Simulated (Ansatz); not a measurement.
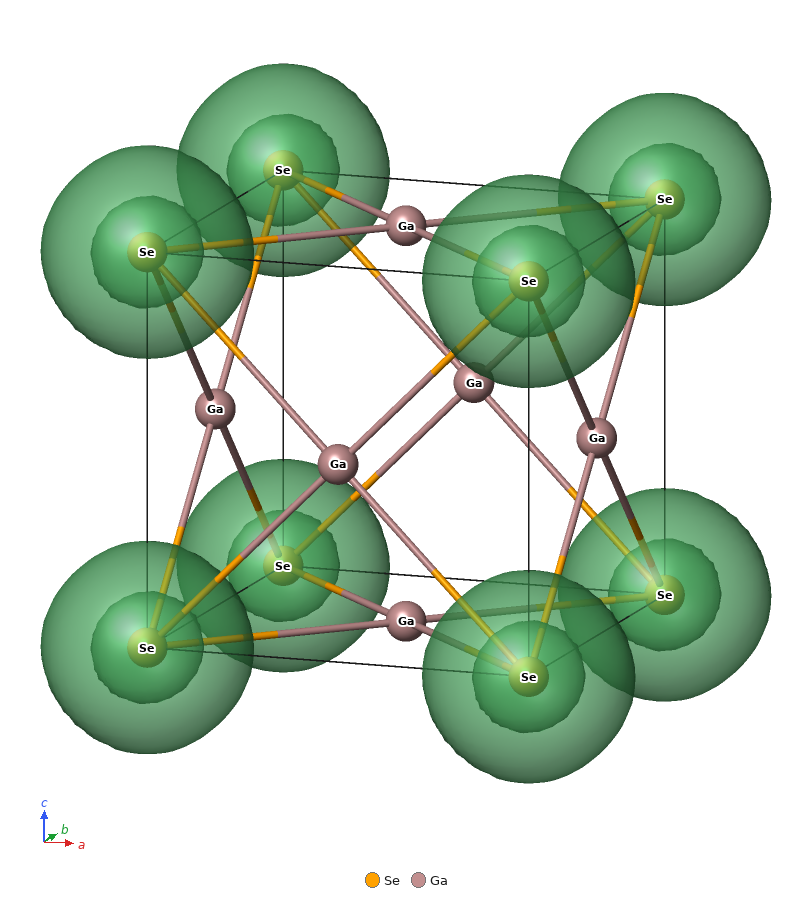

Figure 1: Ga₃Se. Isosurface of the ELF at 0.7 (green), seen slightly off an axis. Only the valence region is drawn (cores and ρ < 0.01 e/Å³ removed). Sticks mark near contacts.

Space group Pm-3m; a structure from a database of computed crystals, not necessarily the ambient phase.

Method: Ansatz, Kohn-Sham DFT of a periodic cell, r2SCAN, Ansatz PAW.

```
Se Ga
1.0
     4.37256    0.00000    0.00000
     0.00000    4.37256    0.00000
     0.00000    0.00000    4.37256
Se Ga
1 3
Direct
  0.00000 0.00000 0.00000
  0.50000 0.50000 0.00000
  0.50000 0.00000 0.50000
  0.00000 0.50000 0.50000
```

**Describe the localisation domains.**

The surface consists of one region wrapped around Se (its valence shell), counted in one cell of 4 atoms. Regions shared between cells count once. Profiles from the grid: Ga–Se (3.09 Å): the ELF is about 0.30 at the midpoint.

**Does the calculation give a band gap?**

It is metallic or semimetallic at this level of theory: no gap opens.
